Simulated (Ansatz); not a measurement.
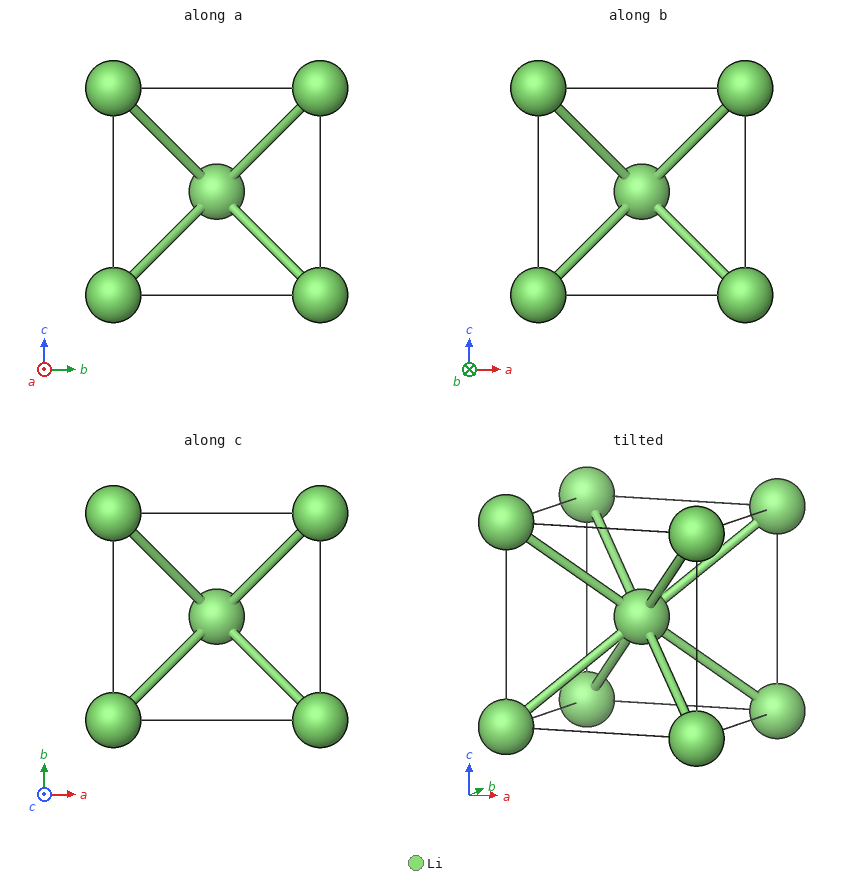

Drawn in the ball-and-stick manner and seen along the a axis, along the b axis, along the c axis and slightly off an axis. The frame is the conventional unit cell; atoms at its boundary are shown with their periodic copies.

Lattice parameters: a = 3.4377 Å, b = 3.4377 Å, c = 3.4377 Å, α = 90.000°, β = 90.000°, γ = 90.000°.

Express the structure as a CIF in P1 with every atom of the cell.

Answer.
```cif
data_structure
_symmetry_space_group_name_H-M 'P 1'
_symmetry_Int_Tables_number 1
_cell_length_a 3.4377
_cell_length_b 3.4377
_cell_length_c 3.4377
_cell_angle_alpha 90.000
_cell_angle_beta 90.000
_cell_angle_gamma 90.000
_cell_volume 40.62
loop_
_atom_site_label
_atom_site_type_symbol
_atom_site_fract_x
_atom_site_fract_y
_atom_site_fract_z
_atom_site_occupancy
Li1 Li 0.0000 0.0000 0.0000 1
Li2 Li 0.5000 0.5000 0.5000 1
```

It goes back to a structure type filled with this element by a generator (whether the element takes this form wasn't checked). Earlier steps of the study may have refined or changed the cell and positions. It was set up as input for a calculation with Ansatz.
